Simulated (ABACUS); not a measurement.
**A series of single points on Rb**

System: Rb (I4/mmm, 1 atom in the cell).
Method: Kohn-Sham DFT of a periodic cell, PBE, PseudoDojo NC SR 0.4.1 PBE standard, no spin polarisation (ABACUS 3.10.1).

The 7 runs differ only in the geometry, by an even scaling of the cell at fixed fractional positions. The structure derives from a Materials Project entry.

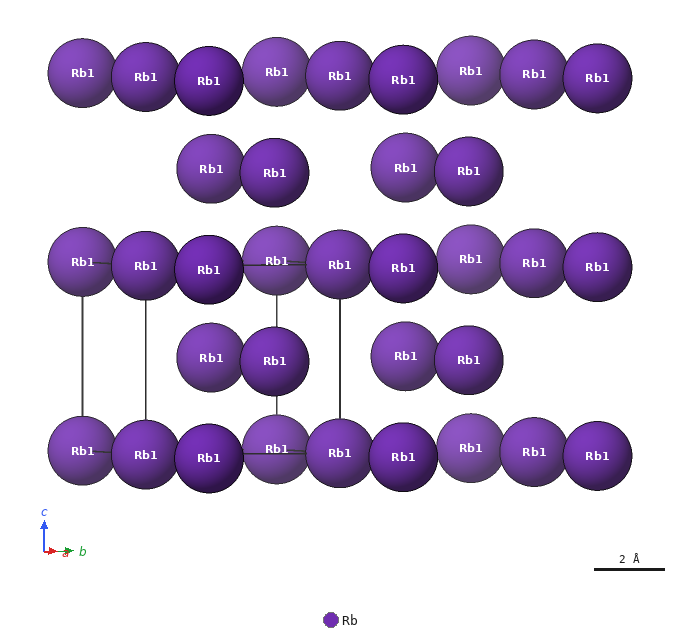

Figure 1. The structure of run 4 (spheres-only view of the cell 2 times as large as that of the calculation, set on its symmetry axes, repeated 2 × 2 × 2, seen at an oblique angle; atoms are numbered from 1 in the order of the input).

## Input file of run 4
```
INPUT_PARAMETERS
suffix              Rb
calculation         scf
basis_type          pw
pseudo_dir          ./
symmetry            1
dft_functional      pbe
ecutwfc             47
pseudo_rcut         10
nspin               1
nbands              9
ks_solver           dav
smearing_method     fd
smearing_sigma      0.00367493
scf_thr             1e-08
scf_nmax            100
mixing_type         broyden
mixing_beta         0.7
cal_force           1
cal_stress          1
kpar                4
```

## File STRU of run 4
```
ATOMIC_SPECIES
Rb 85.4678 Rb.upf

LATTICE_CONSTANT
1.8897261246

LATTICE_VECTORS
-2.9545118615 2.9545118615 2.7308451955
2.9545118615 -2.9545118615 2.7308451955
2.9545118615 2.9545118615 -2.7308451955

ATOMIC_POSITIONS
Direct

Rb
0.0
1
0.0000000000 0.0000000000 0.0000000000 1 1 1
```

## File KPT of run 4
```
K_POINTS
0
Gamma
7 7 7 0 0 0
```

Command:
```bash
OMP_NUM_THREADS=1 mpirun -np 4 abacus > log
```

Lattice vectors (Å) and fractional positions of run 4:
```
  -2.954512    2.954512    2.730845
   2.954512   -2.954512    2.730845
   2.954512    2.954512   -2.730845
Rb  0.000000  0.000000  0.000000
```

Run 5 differs from it as follows:
```diff
--2.9545118615 2.9545118615 2.7308451955
-2.9545118615 -2.9545118615 2.7308451955
-2.9545118615 2.9545118615 -2.7308451955
+-2.9740787355 2.9740787355 2.7489307901
+2.9740787355 -2.9740787355 2.7489307901
+2.9740787355 2.9740787355 -2.7489307901
```

## Results, with one run withheld

```tsv
run	volume per atom (Å³)	free energy per atom, from the lowest run given (meV)	pressure (GPa)
1	89.631	0.12	0.04
2	91.538	0.00	−0.02
3	93.445	0.55	−0.07
4	95.352	1.70	−0.12
5	97.259	?	?
6	99.166	5.62	−0.20
7	101.073	8.27	−0.24
```

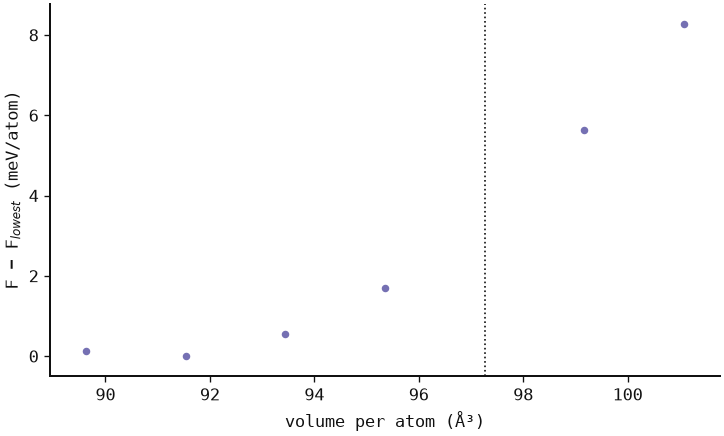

Figure 2. Free energy per atom of the runs given; the dotted line marks run 5.

What should run 5 give?

A cubic polynomial in V^(−2/3) (the Birch–Murnaghan form), fitted to the 6 runs given, misses them by under 0.01 meV per atom. With x = V^(−2/3) − 0.04807 Å⁻², it reads F = 1.3672 − 2024.9 x + 7.3135e+05 x² − 1.5744e+06 x³ (meV per atom). At run 5 it gives 3.41 meV per atom, and the run itself gives 3.41. The slope of the fit gives a pressure −dF/dV of −0.17 GPa there, and the run prints −0.16 GPa. The fit has its minimum at 90.910 Å³ per atom, where V d²F/dV² gives 2.78 GPa. Cell shape and fractional positions are held, so this is the stiffness under even scaling; the relaxed bulk modulus wasn't computed.

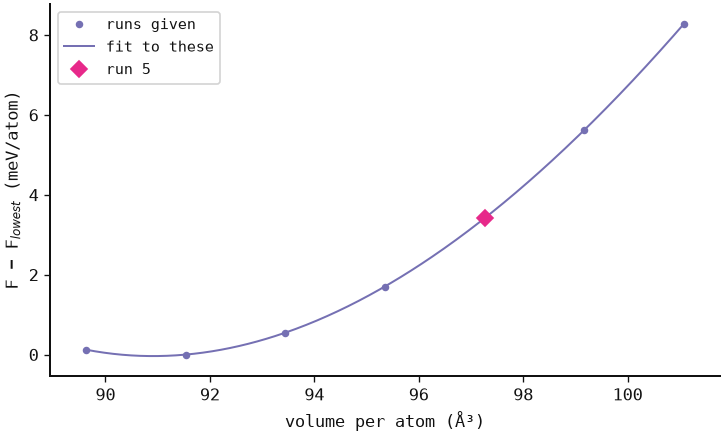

Figure 3. The fit and the withheld run.

## Some lines of the output (run 5)
```
[...]
                          Volume (Bohr^3) = 656.335
                             Volume (A^3) = 97.2586
 E_Fermi        0.1304143046         1.7743776428
 E_Fermi        0.1276944527         1.7373721602
 E_Fermi        0.1262002082         1.7170419201
 E_Fermi        0.1254344945         1.7066238514
 E_KS(sigma->0) -54.1519685224       -736.7753298217
 E_Fermi        0.1254270144         1.7065220788
 final etot is -736.77887376 eV
 EFERMI = 1.7065220788 eV
 TOTAL-PRESSURE: -1.644230 KBAR
 !FINAL_ETOT_IS -736.7788737571567026 eV
```
